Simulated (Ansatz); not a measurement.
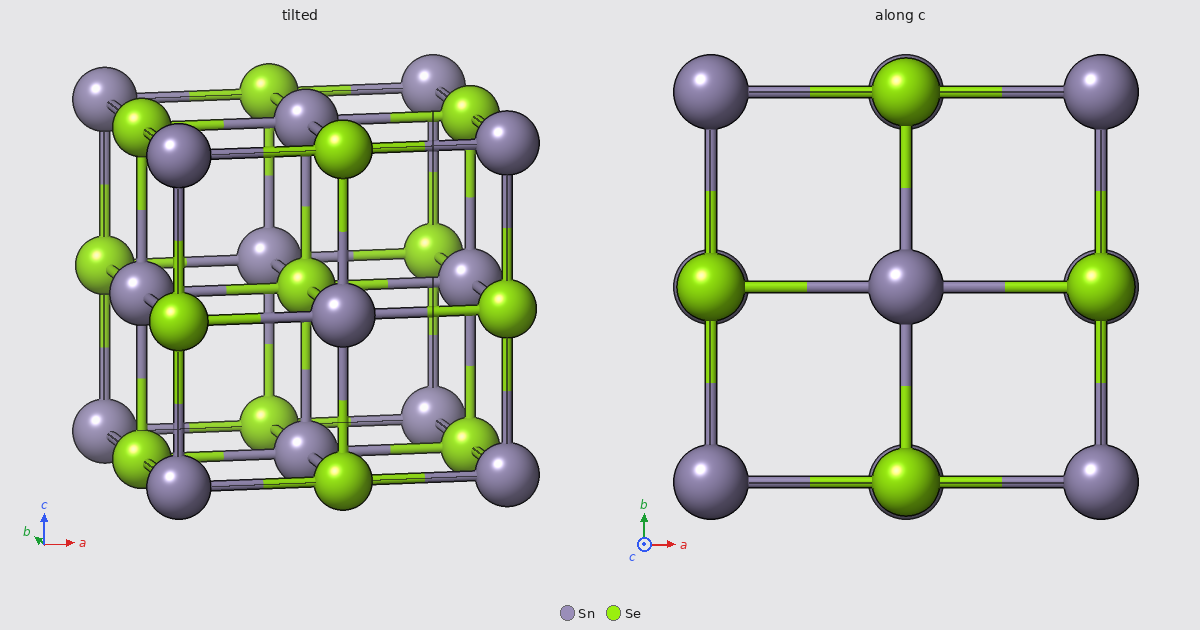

Ball-and-stick representation of a periodic structure, projected slightly off an axis and along the c axis. The conventional unit cell is drawn as a box. Cell: a = 5.97 Å, b = 5.97 Å, c = 5.97 Å, α = 90.00°, β = 90.00°, γ = 90.00°.

Starting structure: a structure listed in the Materials Project. Earlier steps of the study may have refined or changed the cell and positions. Ansatz was used for an electronic-structure calculation on it.

Describe the crystal.

Answer. The structure is one of SnSe. Its lattice is face-centred cubic, its space group Fm-3m (No. 225). The structure is of the kind named rock salt (NaCl type). With Z = 4, the cell contains 4 Sn, 4 Se. Sn bonds to six Se in an octahedral arrangement at about 3.0 Å. Se is surrounded by six Sn in an octahedral arrangement at about 3.0 Å. The bonds build a three-dimensional framework.

Computational set-up: DFT PBE+D3(BJ), scalar-relativistic, plane waves, PAW in Ansatz, a basis cut at 420 eV, k-points about 0.25 Å⁻¹ apart, Gaussian smearing of 0.02 eV, no spin polarisation.

Does it come out as a metal, or with a gap?

Answer. A semiconductor at this level, with a gap of 0.11 eV, indirect.

What net charge does each kind of atom have (Bader)?

Answer. Sn +0.86 e; Se -0.86 e.

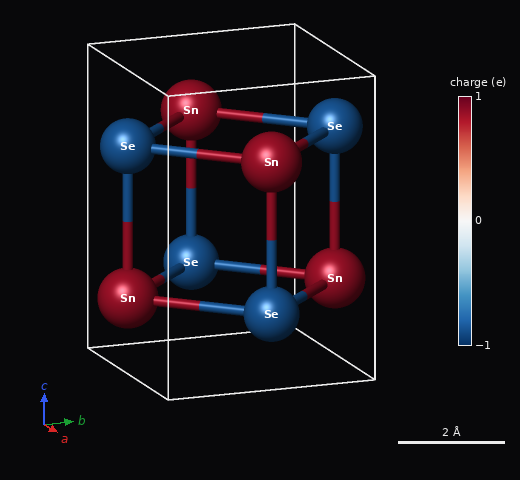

The atoms coloured by those charges. The run's cell of 4 atoms is drawn, so axes and origin can differ from the first picture.

Is the structure in equilibrium?

Answer. Yes. All forces vanish to within 0.01 eV/Å. The pressure is 0.0 GPa, close to zero.
